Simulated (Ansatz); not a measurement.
# Run report: Mg₁₂O₁₃, molecular dynamics (part 1 of 4)

System: Mg₁₂O₁₃ (slab, 25 atoms in the cell).
Method: DFT PBE, scalar-relativistic, plane waves, PAW, PAW set soft_1, spin-polarised (Ansatz 0.2.0).

The structure derives from an entry of the Crystallography Open Database. The input holds or restrains some coordinates. It belongs to a series of runs on one base structure; here: dynamics from the start. Figures and captions count atoms from 1; the log counts them from 0 in places.

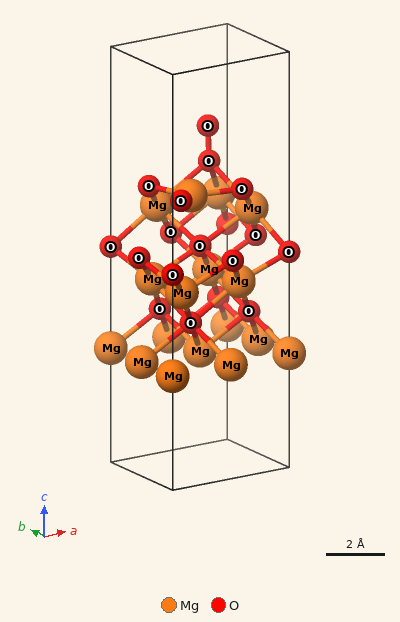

Fig. 1: The input geometry (ball-and-stick view of the cell of the calculation, with the vacuum cut short, seen slightly off an axis). An atom can appear more than once, as a periodic image.

**Input file**
```yaml
accuracy: low
crystal:
  lattice:
    - [6.286604, 0.0, 0.0]
    - [3.143302, 5.444358, 0.0]
    - [0.0, 0.0, 17.416238]
  atoms:
    - { symbol: Mg, position: [0.0, 0.0, 0.0574177] }
    - { symbol: O, position: [0.3333333, 0.8333333, 0.1310988] }
    - { symbol: Mg, position: [0.0, 0.5, 0.0574177] }
    - { symbol: O, position: [0.3333333, 0.3333333, 0.1310988] }
    - { symbol: Mg, position: [0.5, 0.0, 0.0574177] }
    - { symbol: O, position: [0.8333333, 0.8333333, 0.1310988] }
    - { symbol: Mg, position: [0.5, 0.5, 0.0574177] }
    - { symbol: O, position: [0.8333333, 0.3333333, 0.1310988] }
    - { symbol: Mg, position: [0.66646931, 0.66675206, 0.20488252] }
    - { symbol: O, position: [0.98299501, 0.50849447, 0.26851142], spin: 0.07 }
    - { symbol: Mg, position: [0.65844215, 0.17078146, 0.20886495] }
    - { symbol: O, position: [0.99965891, 0.00016762, 0.26250254] }
    - { symbol: Mg, position: [0.17026424, 0.65890885, 0.20884449] }
    - { symbol: O, position: [0.50800102, 0.50854601, 0.26842797], spin: 0.07 }
    - { symbol: Mg, position: [0.17026492, 0.17082431, 0.20884676] }
    - { symbol: O, position: [0.50800747, -0.01656448, 0.26841891], spin: 0.07 }
    - { symbol: Mg, position: [0.33279528, 0.33357392, 0.38787883] }
    - { symbol: O, position: [0.6810165, 0.15946481, 0.39534874], spin: 0.35 }
    - { symbol: Mg, position: [0.31135758, 0.84432296, 0.34092895] }
    - { symbol: O, position: [0.6664796, 0.66670335, 0.42402425], spin: 0.42 }
    - { symbol: Mg, position: [0.84385999, 0.31164076, 0.34112204] }
    - { symbol: O, position: [0.15894318, 0.15916681, 0.39534411], spin: 0.35 }
    - { symbol: Mg, position: [0.84381757, 0.84448229, 0.34109629] }
    - { symbol: O, position: [0.15891187, 0.68186825, 0.3953351], spin: 0.35 }
    - { symbol: O, position: [0.65852018, 0.67071069, 0.49525197], spin: 0.57 }
magnetization:
  spin_polarized: true
basis:
  ecutwfc: 420.0
kpoints:
  mp_grid: { grid: [2, 2, 1] }
hamiltonian:
  xc: pbe
  pseudopotentials: { kind: paw, azcp: { folder: soft_1 } }
scf:
  occupations: { method: fermi_dirac, width: 0.05 }
  lower_state_search: "off"
md:
  timestep: 1.5
  n_steps: 70
  ensemble: nvt_langevin
  temperature: 300.0
  initial_velocities: maxwell_boltzmann
  seed: 752803
  friction: 0.005
  constraints: [{ sites: [0, 1, 2, 3, 4, 5, 6, 7] }]
```

Launched with:
```bash
ansatz run input.yaml --threads 4 --pin off --max-ram 10240MiB --backend cpu --events-out ev --progress --plain --runs-dir out
```

**Log**
```
Warning: md: disabling space-group detection — thermal motion breaks the input geometry's symmetry, so no spatial operation reduces the k-mesh or symmetrises the density; time reversal is kept, so that k and −k are solved as one point where they differ and the mesh holds both, and exact exchange and, on two spinor components, a DFT+U term hold to it where the run has them: on two components no moment then forms, and a state that bears one, which a typed moment (crystal.atoms[].spin; refused beside efield: under a hybrid functional) reaches, can lie lower, under hf by electronvolts; crystal.symmetry.detect: false (a key that needs symmetry detection or time reversal refuses this as the deck is read) with time_reversal: false beside it drops time reversal too
Engine: ansatz 0.2.0, aarch64-unknown-linux-gnu
Pseudopotentials: kind: paw
Pseudopotential: Mg, paw, valence charge 10, recommended cutoff 420 eV (normal), [file]
Pseudopotential: O, paw, valence charge 6, recommended cutoff 420 eV (normal), [file]
Functional definition: PBE
  parameter kappa = 0.804
  parameter beta = 0.06672455060314922
  exchange = pbe_x(kappa = kappa, mu = beta*pi^2/3)
  correlation = pbe_c(beta = beta)
Crystal: 25 atoms, lattice volume = 596.097 Å³
Basis set: ecut = 420 eV, 11663 PW (Γ), exchange–correlation on 90×90×240 points (8 copies of the dense FFT grid, shifted against one another)
Bands: 126, of which v1, the nominal top of the filled ones, is band 99 counted from 1 (98 counted from 0)
Symmetry: 1 space group operations
k-points: 4
Non-local potential: Mg, projectors of the file, l = 0: 3, l = 1: 2, l = 2: 1
Non-local potential: O, projectors of the file, l = 0: 2, l = 1: 2, l = 2: 1
PAW form: soft (Blöchl's): semilocal exchange-correlation on the pseudo side does not see the compensation charge
PAW one-centre angular grid: Mg, 110 points (default); XC on 64 Gauss nodes
PAW one-centre angular grid: O, 110 points (default); XC on 64 Gauss nodes
Initial density: superposition of atomic densities (neutral atoms: chi_scale 0, normalization atom)
Starting moments: Σ|m| = 2.25 μB on 8 of 25 sites
Initial wavefunctions: pseudopotential atomic-orbital guess
Functional: x = pbe(κ = 0.804, μ = 0.2195149727645171), c = pbe(β = 0.06672455060314922)
SCF iter   1: F=—  HF=-30506.659540 eV  |F-HF|=—  |Δ(HF+E_count)|=         —  Δρ=6.31e-2 (↑5.31e-2 ↓6.31e-2)  dr2=1.70e2  dr2_m=4.01e-1  M=0.500 μB ∫|m|=0.719 μB  β_m=0.30  ethr=3.10e-3  ⟨swp⟩=9.0  Hψ=4536  notcnv=0  defer=72
preconditioner: auto → Resta (q_TF=auto, 2.270 Å⁻¹)  ε∞=2.2  [insulator: Δε(μ)=0.921 eV  Ē_g=12.042 eV  σ=0.050 eV  W_gap=0.63  n_scr=108 (ndim 8)  ℏωp=13.4 eV  f_vac=0.452  D(μ)=7.16/eV (n_scr^D=38)  ε∞_Penn≈2.2  vacuum switching on, ρ_ref=1.1e-2 e/Å³]
spin=Collinear: Resta preconditioning applied to the charge; magnetization (m = ρ↑ − ρ↓) channel mixes plain (no charge-response kernel on spin).
SCF iter   2: F=—  HF=-30490.744406 eV  |F-HF|=—  |Δ(HF+E_count)|=    1.59e1  Δρ=4.53e-2 (↑4.53e-2 ↓4.19e-2)  dr2=2.68e2  dr2_m=5.81e-1  M=1.642 μB ∫|m|=1.742 μB  β_m=0.30  ethr=3.10e-3  ⟨swp⟩=4.0  Hψ=1964  notcnv=0  defer=162
preconditioner: auto → LDOS  [metal: Δε(μ)=0.056 eV  Ē_g=12.343 eV  σ=0.050 eV  W_gap=0.25  n_scr=108 (ndim 8)  ℏωp=15.3 eV  f_vac=0.463  D(μ)=13.26/eV (n_scr^D=70)]
spin=Collinear: LDOS preconditioning applied to the charge; magnetization (m = ρ↑ − ρ↓) channel mixes plain (no charge-response kernel on spin).
SCF iter   3: F=—  HF=-30480.731940 eV  |F-HF|=—  |Δ(HF+E_count)|=    1.00e1  Δρ=2.86e-2 (↑2.50e-2 ↓2.86e-2)  dr2=5.26e1  dr2_m=5.05e-1  M=1.166 μB ∫|m|=1.358 μB  β_m=0.30  ethr=3.10e-3  ⟨swp⟩=3.0  Hψ=1683  notcnv=0  defer=132
SCF iter   4: F=—  HF=-30476.870014 eV  |F-HF|=—  |Δ(HF+E_count)|=    3.86e0  Δρ=1.87e-2 (↑1.26e-2 ↓1.87e-2)  dr2=1.10e1  dr2_m=1.69e-1  M=1.728 μB ∫|m|=1.791 μB  β_m=0.30  ethr=3.10e-3  ⟨swp⟩=2.9  Hψ=1596  notcnv=0  defer=152
SCF iter   5: F=—  HF=-30476.511144 eV  |F-HF|=—  |Δ(HF+E_count)|=   3.59e-1  Δρ=1.78e-2 (↑1.24e-2 ↓1.78e-2)  dr2=3.94e0  dr2_m=8.69e-1  M=3.433 μB ∫|m|=3.454 μB  β_m=1.00  ethr=3.10e-3  ⟨swp⟩=2.0  Hψ=1218  notcnv=0  defer=152
SCF iter   6: F=—  HF=-30476.807105 eV  |F-HF|=—  |Δ(HF+E_count)|=   2.96e-1  Δρ=2.14e-2 (↑7.22e-3 ↓2.14e-2)  dr2=8.36e0  dr2_m=3.08e-1  M=3.500 μB ∫|m|=3.584 μB  β_m=0.30  ethr=1.99e-3  ⟨swp⟩=1.0  Hψ=1160  notcnv=0  defer=152
SCF iter   7: F=—  HF=-30476.706970 eV  |F-HF|=—  |Δ(HF+E_count)|=   1.00e-1  Δρ=2.38e-2 (↑8.63e-3 ↓2.38e-2)  dr2=1.03e1  dr2_m=3.48e-1  M=3.500 μB ∫|m|=3.597 μB  β_m=0.30  ethr=1.99e-3  ⟨swp⟩=2.0  Hψ=1022  notcnv=0  defer=152
SCF iter   8: F=—  HF=-30476.986478 eV  |F-HF|=—  |Δ(HF+E_count)|=   2.80e-1  Δρ=3.33e-2 (↑1.22e-2 ↓3.33e-2)  dr2=5.23e1  dr2_m=1.09e0  M=0.914 μB ∫|m|=1.325 μB  β_m=0.30  ethr=1.99e-3  ⟨swp⟩=2.9  Hψ=1087  notcnv=0  defer=146
SCF iter   9: F=—  HF=-30476.439155 eV  |F-HF|=—  |Δ(HF+E_count)|=   5.47e-1  Δρ=1.11e-2 (↑1.09e-2 ↓1.11e-2)  dr2=2.41e0  dr2_m=4.05e-1  M=3.500 μB ∫|m|=3.592 μB  β_m=1.00  ethr=1.99e-3  ⟨swp⟩=2.4  Hψ=1608  notcnv=0  defer=152
SCF iter  10: F=—  HF=-30476.757474 eV  |F-HF|=—  |Δ(HF+E_count)|=   3.18e-1  Δρ=7.21e-3 (↑6.38e-3 ↓7.21e-3)  dr2=3.83e0  dr2_m=6.16e-2  M=3.627 μB ∫|m|=3.767 μB  β_m=0.30  ethr=1.22e-3  ⟨swp⟩=2.0  Hψ=1192  notcnv=0  defer=152
SCF iter  11: F=—  HF=-30476.909035 eV  |F-HF|=—  |Δ(HF+E_count)|=   1.52e-1  Δρ=9.05e-3 (↑5.62e-3 ↓9.05e-3)  dr2=6.88e0  dr2_m=8.19e-2  M=3.856 μB ∫|m|=4.001 μB  β_m=1.00  ethr=1.22e-3  ⟨swp⟩=2.0  Hψ=870  notcnv=0  defer=152
SCF iter  12: F=—  HF=-30476.707464 eV  |F-HF|=—  |Δ(HF+E_count)|=   2.02e-1  Δρ=5.27e-3 (↑5.27e-3 ↓4.46e-3)  dr2=2.07e0  dr2_m=4.59e-2  M=3.500 μB ∫|m|=3.668 μB  β_m=0.30  ethr=1.22e-3  ⟨swp⟩=2.0  Hψ=870  notcnv=0  defer=152
SCF iter  13: F=—  HF=-30476.652247 eV  |F-HF|=—  |Δ(HF+E_count)|=   5.52e-2  Δρ=4.33e-3 (↑4.33e-3 ↓3.07e-3)  dr2=1.74e0  dr2_m=2.36e-2  M=3.500 μB ∫|m|=3.655 μB  β_m=0.30  ethr=1.05e-3  ⟨swp⟩=1.0  Hψ=1160  notcnv=0  defer=152
SCF iter  14: F=—  HF=-30476.574113 eV  |F-HF|=—  |Δ(HF+E_count)|=   7.81e-2  Δρ=3.62e-3 (↑3.62e-3 ↓3.08e-3)  dr2=1.43e0  dr2_m=1.54e-2  M=3.500 μB ∫|m|=3.650 μB  β_m=0.30  ethr=8.81e-4  ⟨swp⟩=1.0  Hψ=856  notcnv=0  defer=152
SCF iter  15: F=—  HF=-30476.357038 eV  |F-HF|=—  |Δ(HF+E_count)|=   2.17e-1  Δρ=2.81e-3 (↑2.81e-3 ↓2.54e-3)  dr2=6.05e-1  dr2_m=1.53e-2  M=3.485 μB ∫|m|=3.629 μB  β_m=0.30  ethr=7.24e-4  ⟨swp⟩=2.4  Hψ=891  notcnv=0  defer=152
SCF iter  16: F=—  HF=-30476.793114 eV  |F-HF|=—  |Δ(HF+E_count)|=   4.36e-1  Δρ=3.13e-2 (↑6.66e-3 ↓3.13e-2)  dr2=4.15e1  dr2_m=1.45e0  M=0.993 μB ∫|m|=1.389 μB  β_m=0.30  ethr=3.05e-4  ⟨swp⟩=2.9  Hψ=1213  notcnv=0  defer=154
SCF iter  17: F=—  HF=-30476.444416 eV  |F-HF|=—  |Δ(HF+E_count)|=   3.49e-1  Δρ=6.83e-3 (↑2.56e-3 ↓6.83e-3)  dr2=1.01e0  dr2_m=1.13e-1  M=3.500 μB ∫|m|=3.596 μB  β_m=1.00  ethr=3.05e-4  ⟨swp⟩=3.1  Hψ=1478  notcnv=0  defer=160
SCF iter  18: F=—  HF=-30476.350049 eV  |F-HF|=—  |Δ(HF+E_count)|=   9.44e-2  Δρ=2.52e-3 (↑1.88e-3 ↓2.52e-3)  dr2=3.56e-1  dr2_m=4.41e-3  M=3.431 μB ∫|m|=3.554 μB  β_m=0.30  ethr=3.05e-4  ⟨swp⟩=2.0  Hψ=1174  notcnv=0  defer=152
Mixer restart at iter 18: flushing history
spin-set hold released at iteration 18 (site moments' squared step at or under half its running peak, from the soft ceiling on): the magnetisation degrees of freedom join the quasi-Newton model from the next iteration; the mixer history was flushed
SCF iter  19: F=—  HF=-30476.340198 eV  |F-HF|=—  |Δ(HF+E_count)|=   9.85e-3  Δρ=1.46e-3 (↑1.46e-3 ↓5.51e-4)  dr2=7.41e-2  dr2_m=3.88e-3  M=3.386 μB ∫|m|=3.511 μB  β_m=0.40  ethr=1.80e-4  ⟨swp⟩=2.0  Hψ=870  notcnv=0  defer=152
SCF iter  20: F=—  HF=-30476.353026 eV  |F-HF|=—  |Δ(HF+E_count)|=   1.28e-2  Δρ=4.74e-3 (↑7.74e-4 ↓4.74e-3)  dr2=2.29e-1  dr2_m=3.85e-2  M=3.296 μB ∫|m|=3.424 μB  β_m=0.10  ethr=3.74e-5  ⟨swp⟩=1.0  Hψ=1160  notcnv=0  defer=152  recentre
SCF iter  21: F=—  HF=-30476.348643 eV  |F-HF|=—  |Δ(HF+E_count)|=   4.38e-3  Δρ=1.57e-3 (↑1.13e-3 ↓1.57e-3)  dr2=1.37e-1  dr2_m=2.41e-3  M=3.408 μB ∫|m|=3.534 μB  β_m=0.32  ethr=3.74e-5  ⟨swp⟩=2.0  Hψ=1147  notcnv=0  defer=152
SCF iter  22: F=—  HF=-30476.352476 eV  |F-HF|=—  |Δ(HF+E_count)|=   3.83e-3  Δρ=1.76e-3 (↑3.70e-4 ↓1.76e-3)  dr2=3.26e-2  dr2_m=5.26e-3  M=3.401 μB ∫|m|=3.534 μB  β_m=0.46  ethr=3.74e-5  ⟨swp⟩=1.0  Hψ=1160  notcnv=0  defer=152
SCF iter  23: F=—  HF=-30476.352568 eV  |F-HF|=—  |Δ(HF+E_count)|=   9.21e-5  Δρ=1.00e-3 (↑2.43e-4 ↓1.00e-3)  dr2=2.20e-2  dr2_m=1.34e-3  M=3.373 μB ∫|m|=3.506 μB  β_m=0.73  ethr=1.65e-5  ⟨swp⟩=1.4  Hψ=883  notcnv=0  defer=152
SCF iter  24: F=—  HF=-30476.355697 eV  |F-HF|=—  |Δ(HF+E_count)|=   3.13e-3  Δρ=2.60e-3 (↑3.99e-4 ↓2.60e-3)  dr2=1.97e-1  dr2_m=9.23e-3  M=3.352 μB ∫|m|=3.486 μB  β_m=0.86  ethr=1.11e-5  ⟨swp⟩=1.9  Hψ=882  notcnv=0  defer=152  recentre
SCF iter  25: F=—  HF=-30476.352615 eV  |F-HF|=—  |Δ(HF+E_count)|=   3.08e-3  Δρ=3.32e-4 (↑2.58e-4 ↓3.32e-4)  dr2=2.00e-3  dr2_m=2.75e-4  M=3.440 μB ∫|m|=3.573 μB  β_m=0.89  ethr=1.11e-5  ⟨swp⟩=1.5  Hψ=890  notcnv=0  defer=152
SCF iter  26: F=—  HF=-30476.352772 eV  |F-HF|=—  |Δ(HF+E_count)|=   1.57e-4  Δρ=3.11e-4 (↑1.77e-4 ↓3.11e-4)  dr2=1.12e-3  dr2_m=1.78e-4  M=3.435 μB ∫|m|=3.570 μB  β_m=0.95  ethr=1.01e-6  ⟨swp⟩=1.6  Hψ=1200  notcnv=0  defer=152
SCF iter  27: F=—  HF=-30476.353018 eV  |F-HF|=—  |Δ(HF+E_count)|=   2.46e-4  Δρ=7.35e-4 (↑1.43e-4 ↓7.35e-4)  dr2=5.18e-3  dr2_m=6.47e-4  M=3.433 μB ∫|m|=3.570 μB  β_m=0.97  ethr=5.66e-7  ⟨swp⟩=2.0  Hψ=1039  notcnv=0  defer=152  recentre
SCF iter  28: F=—  HF=-30476.353018 eV  |F-HF|=—  |Δ(HF+E_count)|=   6.70e-7  Δρ=6.88e-4 (↑1.45e-4 ↓6.88e-4)  dr2=5.23e-3  dr2_m=5.68e-4  M=3.432 μB ∫|m|=3.569 μB  β_m=0.93  ethr=5.66e-7  ⟨swp⟩=1.1  Hψ=857  notcnv=0  defer=152
SCF iter  29: F=—  HF=-30476.353181 eV  |F-HF|=—  |Δ(HF+E_count)|=   1.64e-4  Δρ=8.88e-4 (↑2.16e-4 ↓8.88e-4)  dr2=1.30e-2  dr2_m=8.99e-4  M=3.426 μB ∫|m|=3.563 μB  β_m=0.99  ethr=5.66e-7  ⟨swp⟩=2.0  Hψ=1185  notcnv=0  defer=152  recentre
[...]
  greatest PAW one-centre occupation: 1.000 electrons in one spin orbital (limit 2), on the Mg atom at site 16 (counted from 0), in its partial waves of l = 1
md step     0: t =     0.00 fs  T =   300.0 K  F+E_penalty+E_count = -30476.35266701 eV  E_kin = 0.659226 eV  (57 SCF iters)
Initial density: handed on by an earlier stage of this run
Starting moments: Σ|m| = 2.25 μB on 8 of 25 sites; this step starts from the density that it was given
Initial wavefunctions: those handed on with the density
preconditioner: auto → LDOS  [metal: Δε(μ)=0.045 eV  Ē_g=12.131 eV  σ=0.050 eV  W_gap=0.21  n_scr=108 (ndim 8)  ℏωp=15.2 eV  f_vac=0.460  D(μ)=15.08/eV (n_scr^D=94)]
spin=Collinear: LDOS preconditioning applied to the charge; magnetization (m = ρ↑ − ρ↓) channel mixes plain (no charge-response kernel on spin).
md step     1: t =     1.50 fs  T =   293.4 K  F+E_penalty+E_count = -30476.34616593 eV  E_kin = 0.644664 eV  (31 SCF iters)
[... from here on the SCF iterations and repeated set-up lines of each step are left out, up to the last step ...]
md step     2: t =     3.00 fs  T =   283.9 K  F+E_penalty+E_count = -30476.32725403 eV  E_kin = 0.623886 eV  (42 SCF iters)
md step     3: t =     4.50 fs  T =   272.5 K  F+E_penalty+E_count = -30476.29839637 eV  E_kin = 0.598842 eV  (33 SCF iters)
md step     4: t =     6.00 fs  T =   258.6 K  F+E_penalty+E_count = -30476.26213936 eV  E_kin = 0.568338 eV  (42 SCF iters)
md step     5: t =     7.50 fs  T =   255.0 K  F+E_penalty+E_count = -30476.22039036 eV  E_kin = 0.560382 eV  (30 SCF iters)
md step     6: t =     9.00 fs  T =   256.4 K  F+E_penalty+E_count = -30476.17402410 eV  E_kin = 0.563491 eV  (40 SCF iters)
md step     7: t =    10.50 fs  T =   235.4 K  F+E_penalty+E_count = -30476.12462409 eV  E_kin = 0.517195 eV  (43 SCF iters)
md step     8: t =    12.00 fs  T =   205.9 K  F+E_penalty+E_count = -30476.07596944 eV  E_kin = 0.452366 eV  (42 SCF iters)
md step     9: t =    13.50 fs  T =   191.9 K  F+E_penalty+E_count = -30476.03224267 eV  E_kin = 0.421587 eV  (39 SCF iters)
md step    10: t =    15.00 fs  T =   174.4 K  F+E_penalty+E_count = -30475.99676974 eV  E_kin = 0.383213 eV  (49 SCF iters)
md step    11: t =    16.50 fs  T =   154.8 K  F+E_penalty+E_count = -30475.97032178 eV  E_kin = 0.340242 eV  (42 SCF iters)
md step    12: t =    18.00 fs  T =   140.0 K  F+E_penalty+E_count = -30475.95212036 eV  E_kin = 0.307577 eV  (38 SCF iters)
```
